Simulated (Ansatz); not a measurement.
## In₄Ga₃As₃: geometry relaxation (part 4 of 4)

The same run, continued: In₄Ga₃As₃ (interface cell, 30 atoms in the cell); DFT LDA, scalar-relativistic, plane waves, PAW, no spin polarisation (Ansatz 0.2.0); cutoff 420 eV, 6×6×2 k-mesh, Gaussian smearing of 0.1 eV. The structure derives from a Materials Project entry. It belongs to a series of runs on one base structure; here: film shifted by (0, 0) in the plane.

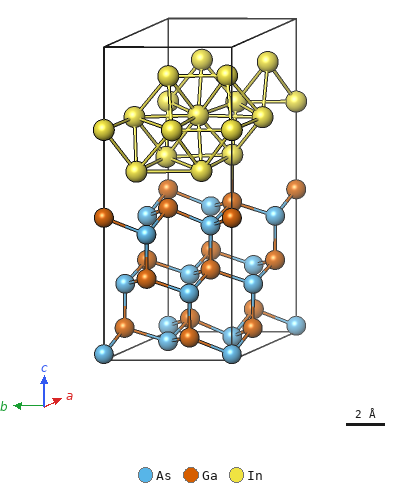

**Figure 1.** The geometry at step 10 of the log (ball-and-stick view of the cell of the calculation, seen at an oblique angle).

**Trajectory as extended XYZ, continued**
```
30
Lattice="6.8627 0.0000 0.0000 -3.4314 5.9433 0.0000 0.0000 0.0000 17.3438" Properties=species:S:1:pos:R:3:forces:R:3 step=7 energy=-141814.92813 pressure_GPa=-1.20
As    0.0027    3.9647    0.5169   -0.0009  -0.0004  -0.0438
As   -3.4288    5.9480    0.3380   -0.0003   0.0013   0.0004
As    3.4366    1.9842    0.2435    0.0004  -0.0004   0.0016
Ga   -1.1510    5.9868    1.2550    0.0194  -0.0072   0.0152
Ga   -1.1715    1.9563    1.2579   -0.0047   0.0218   0.0167
Ga    2.3313    3.9530    1.2550   -0.0165  -0.0147   0.0147
As   -1.1386    5.9591    3.7003   -0.0010   0.0069  -0.0106
As   -4.5825    7.9220    3.7018   -0.0061  -0.0032  -0.0116
As    2.3018    3.9588    3.7002    0.0078  -0.0034  -0.0110
Ga   -2.2946    7.9319    4.5019    0.0007  -0.0033   0.0043
Ga   -2.2746    3.9731    4.5033   -0.0015   0.0006   0.0018
Ga    1.1497    5.9348    4.5030    0.0045   0.0027   0.0038
As   -2.3097    7.9238    6.9469   -0.0022   0.0000  -0.0178
As   -5.7052    9.9304    6.9506   -0.0038  -0.0014  -0.0108
As    1.1595    5.9229    6.9490    0.0018   0.0023  -0.0126
Ga   -3.4288    9.9041    7.9043    0.0035  -0.0020  -0.0261
Ga   -3.4309    5.9466    7.9157    0.0010   0.0026   0.0092
Ga    0.0020    7.9256    7.6929    0.0010   0.0005   0.0189
In   -0.0291    7.8982   10.3281    0.0116   0.0089  -0.0306
In   -3.3963    7.9061   10.2303   -0.0061  -0.0648   0.0072
In    1.6165    4.9781   10.2342    0.0599   0.0443   0.0045
In   -1.7923    4.8727   10.2333   -0.0726   0.0093  -0.0030
In    1.7342    8.7071   12.7578    0.0612   0.0158  -0.0072
In   -1.6120    9.0353   12.7447   -0.0520   0.0343   0.0115
In    3.3920    5.9280   12.7238   -0.0046   0.0032  -0.0027
In   -0.2348    5.9544   12.7479    0.0001  -0.0537   0.0139
In    3.4166    9.8898   15.1920   -0.0001  -0.0040   0.0318
In    0.2363    9.9632   15.2601    0.0149  -0.0224   0.0142
In    4.9094    7.0977   15.2625    0.0143   0.0312   0.0089
In    1.6152    6.6494   15.2637   -0.0295  -0.0049   0.0092
30
Lattice="6.8627 0.0000 0.0000 -3.4314 5.9433 0.0000 0.0000 0.0000 17.3775" Properties=species:S:1:pos:R:3:forces:R:3 step=8 energy=-141814.93401 pressure_GPa=-1.28
As    0.0023    3.9648    0.5251    0.0045   0.0025  -0.0152
As   -3.4288    5.9483    0.3424   -0.0003  -0.0028  -0.0066
As    3.4364    1.9847    0.2472   -0.0005   0.0005   0.0070
Ga   -1.1503    5.9880    1.2613    0.0135  -0.0036   0.0069
Ga   -1.1727    1.9565    1.2640   -0.0056   0.0159   0.0088
Ga    2.3312    3.9526    1.2616   -0.0095  -0.0113   0.0052
As   -1.1376    5.9617    3.7063    0.0003  -0.0023  -0.0086
As   -4.5825    7.9218    3.7074    0.0006   0.0016  -0.0097
As    2.3049    3.9592    3.7062   -0.0014  -0.0006  -0.0084
Ga   -2.2945    7.9337    4.5075    0.0002   0.0003   0.0050
Ga   -2.2718    3.9746    4.5093    0.0009   0.0008   0.0012
Ga    1.1511    5.9344    4.5089    0.0012  -0.0005   0.0038
As   -2.3080    7.9274    6.9521   -0.0024   0.0016  -0.0103
As   -5.7022    9.9300    6.9567    0.0022   0.0014  -0.0058
As    1.1586    5.9237    6.9549    0.0015  -0.0018  -0.0074
Ga   -3.4270    9.9052    7.9194    0.0017  -0.0020  -0.0106
Ga   -3.4297    5.9484    7.9130   -0.0003   0.0039  -0.0113
Ga    0.0030    7.9268    7.7038   -0.0038  -0.0020   0.0147
In   -0.0280    7.9002   10.3396   -0.0110  -0.0026   0.0702
In   -3.3816    7.8790   10.2368    0.0219  -0.0082   0.0046
In    1.6137    5.0137   10.2417   -0.0036   0.0090   0.0154
In   -1.8431    4.8465   10.2399   -0.0071   0.0006   0.0151
In    1.7893    8.6655   12.7794   -0.0290   0.0229  -0.0009
In   -1.6138    9.0929   12.7750    0.0091  -0.0146  -0.0193
In    3.3903    5.9280   12.7617    0.0078  -0.0125   0.0233
In   -0.2881    5.9267   12.7782    0.0155   0.0104  -0.0218
In    3.4168    9.8878   15.2389    0.0006   0.0030   0.0296
In    0.2930    9.9659   15.3055   -0.0184  -0.0241  -0.0339
In    4.8958    7.1442   15.3061    0.0273  -0.0009  -0.0215
In    1.5965    6.6137   15.3056   -0.0159   0.0154  -0.0191
30
Lattice="6.8627 0.0000 0.0000 -3.4314 5.9433 0.0000 0.0000 0.0000 17.3725" Properties=species:S:1:pos:R:3:forces:R:3 step=9 energy=-141814.93733 pressure_GPa=-1.28
As    0.0070    3.9677    0.5268   -0.0030  -0.0014  -0.0027
As   -3.4247    5.9515    0.3225    0.0010  -0.0029   0.0086
As    3.4406    1.9870    0.2630   -0.0022   0.0042  -0.0070
Ga   -1.1501    5.9881    1.2605   -0.0179  -0.0039  -0.0030
Ga   -1.1651    1.9576    1.2628    0.0167  -0.0094  -0.0012
Ga    2.3356    3.9592    1.2610    0.0094   0.0183  -0.0059
As   -1.1357    5.9628    3.7048    0.0002   0.0005   0.0034
As   -4.5780    7.9241    3.7054    0.0008  -0.0026   0.0049
As    2.3084    3.9633    3.7050   -0.0014   0.0018   0.0019
Ga   -2.2898    7.9369    4.5060    0.0000  -0.0006  -0.0015
Ga   -2.2685    3.9755    4.5101    0.0001   0.0001  -0.0018
Ga    1.1533    5.9380    4.5080    0.0008   0.0004  -0.0015
As   -2.3022    7.9332    6.9502    0.0012   0.0028   0.0044
As   -5.6993    9.9294    6.9585    0.0015  -0.0017   0.0069
As    1.1578    5.9291    6.9538   -0.0019  -0.0008   0.0060
Ga   -3.4233    9.9079    7.9208   -0.0005  -0.0015  -0.0051
Ga   -3.4272    5.9533    7.8997   -0.0007   0.0004  -0.0008
Ga    0.0047    7.9294    7.7208    0.0013  -0.0005   0.0104
In   -0.0453    7.8900   10.3601    0.0039   0.0028  -0.0111
In   -3.3732    7.8602   10.2396   -0.0044   0.0010  -0.0077
In    1.6166    5.0216   10.2395    0.0014   0.0085  -0.0096
In   -1.8611    4.8378   10.2442   -0.0042  -0.0065  -0.0083
In    1.7678    8.6848   12.7679    0.0080   0.0014   0.0021
In   -1.6357    9.0949   12.7553   -0.0112  -0.0082   0.0058
In    3.4014    5.9364   12.7811   -0.0028   0.0032   0.0072
In   -0.2615    5.9037   12.7594   -0.0023  -0.0067  -0.0015
In    3.4005    9.8728   15.2419   -0.0014  -0.0019  -0.0037
In    0.2492    9.9382   15.2844    0.0064   0.0215   0.0062
In    4.9486    7.1403   15.2855   -0.0328  -0.0188   0.0034
In    1.5724    6.6311   15.2921    0.0341   0.0005   0.0011
30
Lattice="6.8627 0.0000 0.0000 -3.4314 5.9433 0.0000 0.0000 0.0000 17.3805" Properties=species:S:1:pos:R:3:forces:R:3 step=10 energy=-141814.93782 pressure_GPa=-1.31
As    0.0066    3.9673    0.5253    0.0006  -0.0006   0.0012
As   -3.4250    5.9506    0.3317   -0.0006  -0.0006   0.0060
As    3.4407    1.9862    0.2604   -0.0006   0.0030   0.0008
Ga   -1.1496    5.9876    1.2626   -0.0020   0.0006  -0.0021
Ga   -1.1652    1.9581    1.2654    0.0005  -0.0014   0.0001
Ga    2.3351    3.9577    1.2623    0.0027   0.0017  -0.0024
As   -1.1362    5.9621    3.7074    0.0009  -0.0009   0.0013
As   -4.5786    7.9231    3.7085    0.0010   0.0015   0.0007
As    2.3073    3.9624    3.7069   -0.0016  -0.0002   0.0019
Ga   -2.2904    7.9360    4.5087    0.0004   0.0012   0.0007
Ga   -2.2696    3.9747    4.5118    0.0003  -0.0010  -0.0003
Ga    1.1526    5.9370    4.5106   -0.0007  -0.0002  -0.0005
As   -2.3028    7.9320    6.9534   -0.0026  -0.0015   0.0016
As   -5.7016    9.9276    6.9602    0.0012   0.0041   0.0016
As    1.1560    5.9285    6.9567    0.0029  -0.0025   0.0023
Ga   -3.4254    9.9070    7.9206    0.0012  -0.0004   0.0019
Ga   -3.4286    5.9516    7.9028    0.0015   0.0010  -0.0091
Ga    0.0036    7.9284    7.7252   -0.0015  -0.0011   0.0056
In   -0.0391    7.8965   10.3636   -0.0033   0.0003   0.0095
In   -3.3853    7.8615   10.2383    0.0047   0.0057   0.0023
In    1.6291    5.0206   10.2400   -0.0082  -0.0066   0.0065
In   -1.8568    4.8484   10.2429    0.0046   0.0003   0.0026
In    1.7710    8.7051   12.7738   -0.0079  -0.0067  -0.0015
In   -1.6530    9.0711   12.7646    0.0116   0.0027  -0.0079
In    3.3955    5.9312   12.7866    0.0014  -0.0043  -0.0248
In   -0.2470    5.9015   12.7639   -0.0034   0.0088   0.0010
In    3.4058    9.8788   15.2474    0.0043   0.0089   0.0099
In    0.2424    9.9461   15.2957    0.0025  -0.0122  -0.0054
In    4.9347    7.1186   15.2970    0.0071   0.0052  -0.0007
In    1.5969    6.6486   15.3001   -0.0170  -0.0047  -0.0027
30
Lattice="6.8627 0.0000 0.0000 -3.4314 5.9433 0.0000 0.0000 0.0000 17.3764" Properties=species:S:1:pos:R:3:forces:R:3 step=11 energy=-141814.93841 pressure_GPa=-1.29
As    0.0091    3.9697    0.5277    0.0004   0.0004   0.0056
As   -3.4229    5.9539    0.3314    0.0013  -0.0008  -0.0033
As    3.4440    1.9889    0.2585    0.0000   0.0014   0.0019
Ga   -1.1484    5.9916    1.2621    0.0036  -0.0063  -0.0022
Ga   -1.1636    1.9595    1.2656    0.0039   0.0056   0.0005
Ga    2.3398    3.9601    1.2610   -0.0079   0.0008   0.0003
As   -1.1333    5.9639    3.7073    0.0032  -0.0007   0.0005
As   -4.5751    7.9255    3.7086    0.0021   0.0012  -0.0002
As    2.3100    3.9650    3.7062   -0.0017   0.0019  -0.0003
Ga   -2.2863    7.9380    4.5083   -0.0030   0.0027  -0.0034
Ga   -2.2676    3.9762    4.5115    0.0050   0.0022  -0.0015
Ga    1.1558    5.9401    4.5107   -0.0012  -0.0032  -0.0027
As   -2.2972    7.9345    6.9522   -0.0003   0.0013  -0.0033
As   -5.6974    9.9299    6.9602    0.0009   0.0001  -0.0012
As    1.1601    5.9317    6.9569    0.0021   0.0000  -0.0032
Ga   -3.4204    9.9089    7.9178   -0.0011  -0.0020  -0.0010
Ga   -3.4242    5.9552    7.8994   -0.0007  -0.0008   0.0023
Ga    0.0080    7.9310    7.7289   -0.0009  -0.0006   0.0022
In   -0.0412    7.8985   10.3670   -0.0011  -0.0013  -0.0021
In   -3.3870    7.8539   10.2326    0.0035  -0.0025   0.0033
In    1.6039    5.0112   10.2390   -0.0016   0.0024   0.0051
In   -1.8660    4.8390   10.2389    0.0001   0.0035   0.0026
In    1.7814    8.6965   12.7735   -0.0032  -0.0031   0.0013
In   -1.6482    9.0751   12.7623   -0.0014   0.0000  -0.0012
In    3.3917    5.9230   12.7724   -0.0019   0.0010   0.0053
In   -0.2616    5.9105   12.7615   -0.0027  -0.0040  -0.0008
In    3.4084    9.8839   15.2469   -0.0006   0.0005   0.0020
In    0.2455    9.9338   15.2874    0.0037   0.0018  -0.0022
In    4.9201    7.1185   15.2918   -0.0043  -0.0014  -0.0007
In    1.5857    6.6385   15.2936    0.0038  -0.0003  -0.0037
30
Lattice="6.8627 0.0000 0.0000 -3.4314 5.9433 0.0000 0.0000 0.0000 17.3764" Properties=species:S:1:pos:R:3:forces:R:3 step=12 energy=-141814.93702 pressure_GPa=-1.29
As    0.0091    3.9697    0.5277    0.0003   0.0004   0.0056
As   -3.4229    5.9539    0.3314    0.0013  -0.0008  -0.0033
As    3.4440    1.9889    0.2585    0.0000   0.0014   0.0019
Ga   -1.1484    5.9916    1.2621    0.0036  -0.0063  -0.0022
Ga   -1.1636    1.9595    1.2656    0.0039   0.0056   0.0006
Ga    2.3398    3.9601    1.2610   -0.0079   0.0008   0.0003
As   -1.1333    5.9639    3.7073    0.0032  -0.0007   0.0005
As   -4.5751    7.9255    3.7086    0.0021   0.0012  -0.0002
As    2.3100    3.9650    3.7062   -0.0017   0.0019  -0.0003
Ga   -2.2863    7.9380    4.5083   -0.0030   0.0027  -0.0034
Ga   -2.2676    3.9762    4.5115    0.0050   0.0022  -0.0015
Ga    1.1558    5.9401    4.5107   -0.0012  -0.0032  -0.0027
As   -2.2972    7.9345    6.9522   -0.0003   0.0013  -0.0033
As   -5.6974    9.9299    6.9602    0.0009   0.0001  -0.0012
As    1.1601    5.9317    6.9569    0.0021   0.0000  -0.0032
Ga   -3.4204    9.9089    7.9178   -0.0011  -0.0020  -0.0010
Ga   -3.4242    5.9552    7.8994   -0.0007  -0.0008   0.0023
Ga    0.0080    7.9310    7.7289   -0.0009  -0.0006   0.0022
In   -0.0412    7.8985   10.3670   -0.0011  -0.0013  -0.0021
In   -3.3870    7.8539   10.2326    0.0035  -0.0025   0.0033
In    1.6039    5.0112   10.2390   -0.0016   0.0023   0.0051
In   -1.8660    4.8390   10.2389    0.0001   0.0035   0.0026
In    1.7814    8.6965   12.7735   -0.0032  -0.0031   0.0013
In   -1.6482    9.0751   12.7623   -0.0014   0.0000  -0.0012
In    3.3917    5.9230   12.7724   -0.0019   0.0010   0.0053
In   -0.2616    5.9105   12.7615   -0.0027  -0.0040  -0.0008
In    3.4084    9.8839   15.2469   -0.0006   0.0005   0.0020
In    0.2455    9.9338   15.2874    0.0037   0.0018  -0.0022
In    4.9201    7.1185   15.2918   -0.0043  -0.0014  -0.0007
In    1.5857    6.6385   15.2936    0.0038  -0.0003  -0.0037
```

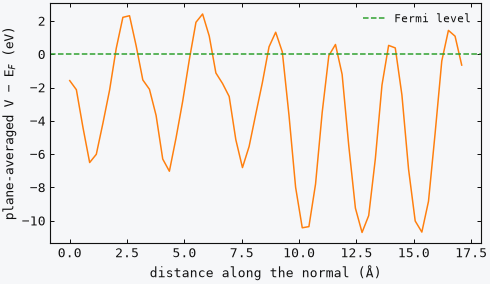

**Figure 2.** Plane average of the electrostatic potential energy of an electron across the cell, from the Fermi level.

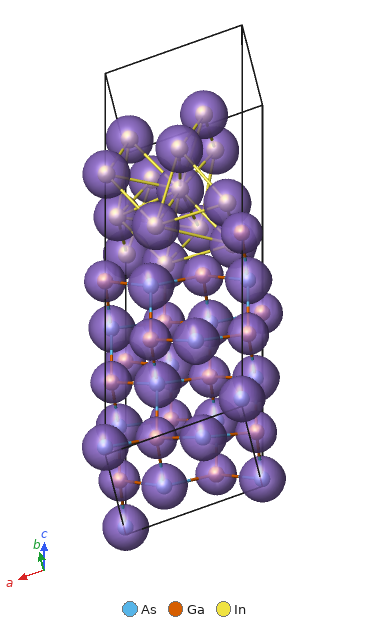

**Figure 3.** Isosurface of the valence charge density (pseudo) at 0.6 e/Å³ (purple), seen at an oblique angle. Sticks mark near contacts. The outline is the calculation cell. At this value the density breaks into separate islands; it holds about 75 % of the electrons treated as valence (semicore included). It is pinched off along the Ga–As (2.42 Å), In–Ga (2.64 Å), In–As (2.66 Å) and In–In (3.12 Å) contacts. On the grid the lowest density along these lines, outside the cores, is 0.49 e/Å³ (Ga–As, 2.42 Å), 0.36 e/Å³ (In–Ga, 2.64 Å), 0.37 e/Å³ (In–As, 2.66 Å) and 0.18 e/Å³ (In–In, 3.12 Å). Core electrons are frozen (PAW), so the fields are smoothed inside the atomic spheres.

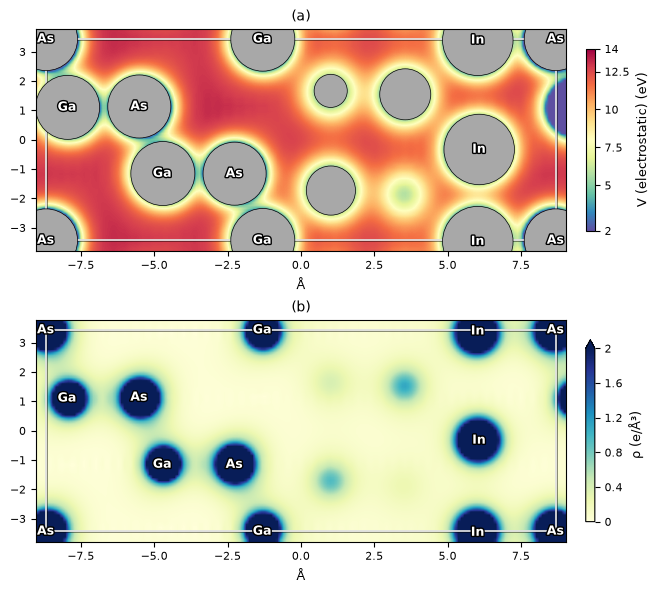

**Figure 4.** (a) electrostatic potential energy of an electron; (b) valence electron density on the (11̄0) plane of the calculation cell. Grey discs, where drawn, cover atomic cores. Atoms in the plane: As, Ga and In. Ga–As (2.42 Å): ρ is about 0.51 e/Å³ halfway. In–As (2.66 Å): ρ is about 0.37 e/Å³ halfway. In–In (3.14 Å): ρ at the midpoint is about 0.17 e/Å³. Ga–As (2.44 Å): ρ at the midpoint is about 0.49 e/Å³. The density dies away to nearly zero in the voids. Outside the cores the potential energy rises away from the atoms and is highest about 2.4 Å from the nearest atoms; outside the discs it spans about 11 eV, and its zero is arbitrary.

This output came from the following input.

**Input file**
```yaml
crystal:
  lattice:
    - [6.8627128638, 0.0, 0.0]
    - [-3.4313564319, 5.9432836789, 0.0]
    - [0.0, 0.0, 17.5717449096]
  atoms:
    - { symbol: As, position: [0.3333333333, 0.6666666667, 0.0284547723] }
    - { symbol: As, position: [0.0, 1.0, 0.0284547723] }
    - { symbol: As, position: [0.6666666667, 0.3333333333, 0.0284547723] }
    - { symbol: Ga, position: [0.3333333333, 1.0, 0.0744819865] }
    - { symbol: Ga, position: [0.0, 0.3333333333, 0.0744819865] }
    - { symbol: Ga, position: [0.6666666667, 0.6666666667, 0.0744819865] }
    - { symbol: As, position: [0.3333333333, 1.0, 0.2125636292] }
    - { symbol: As, position: [0.0, 1.3333333333, 0.2125636292] }
    - { symbol: As, position: [0.6666666667, 0.6666666667, 0.2125636292] }
    - { symbol: Ga, position: [0.3333333333, 1.3333333333, 0.2585908434] }
    - { symbol: Ga, position: [0.0, 0.6666666667, 0.2585908434] }
    - { symbol: Ga, position: [0.6666666667, 1.0, 0.2585908434] }
    - { symbol: As, position: [0.3333333333, 1.3333333333, 0.3966724861] }
    - { symbol: As, position: [0.0, 1.6666666667, 0.3966724861] }
    - { symbol: As, position: [0.6666666667, 1.0, 0.3966724861] }
    - { symbol: Ga, position: [0.3333333333, 1.6666666667, 0.4426997003] }
    - { symbol: Ga, position: [0.0, 1.0, 0.4426997003] }
    - { symbol: Ga, position: [0.6666666667, 1.3333333333, 0.4426997003] }
    - { symbol: In, position: [0.6666666667, 1.3333333333, 0.5963554706] }
    - { symbol: In, position: [0.1666666667, 1.3333333333, 0.5963554706] }
    - { symbol: In, position: [0.6666666667, 0.8333333333, 0.5963554706] }
    - { symbol: In, position: [0.1666666667, 0.8333333333, 0.5963554706] }
    - { symbol: In, position: [0.9937919036, 1.4968800856, 0.7364308795] }
    - { symbol: In, position: [0.4937919036, 1.4968800856, 0.7364308795] }
    - { symbol: In, position: [0.9937919036, 0.9968800856, 0.7364308795] }
    - { symbol: In, position: [0.4937919036, 0.9968800856, 0.7364308795] }
    - { symbol: In, position: [1.3209171405, 1.6604268379, 0.8765062883] }
    - { symbol: In, position: [0.8209171405, 1.6604268379, 0.8765062883] }
    - { symbol: In, position: [1.3209171405, 1.1604268379, 0.8765062883] }
    - { symbol: In, position: [0.8209171405, 1.1604268379, 0.8765062883] }
basis:
  ecutwfc: 420
kpoints:
  mp_grid: { grid: [6, 6, 2] }
hamiltonian:
  xc: lda
scf:
  occupations: { method: gaussian, width: 0.1 }
output:
  forces: true
  stress: true
  eigenvalues: true
  populations: true
  write_density: true
  write_potential: true
  elf: true
  volumetric_format: npy
relax:
  adjacent_minimum: "off"
  f_tol: 0.02
  max_steps: 70
  cell: { fix: [a, b, gamma, alpha, beta], stress_tol: 0.15 }
```

Launched with:
```bash
ansatz run input.yaml --threads 8 --pin off --max-ram 20480MiB --backend cpu --events-out ev --progress --plain --runs-dir out
```

**Key numbers**

- outcome: converged
- electrons treated: 408
- free energy: −141814.9370 eV
- Fermi energy: 9.075 eV
- gap on the k-point mesh: none (metallic)
- final volume: 708.73 Å³
- largest force (length of the vector) at the end: 0.008 eV/Å
- hardware: 8 threads of Arm Neoverse V2, 24 GiB of memory available, shared host
- wall time: 38 min (CPU time 5 h)
- peak memory: 9 GiB
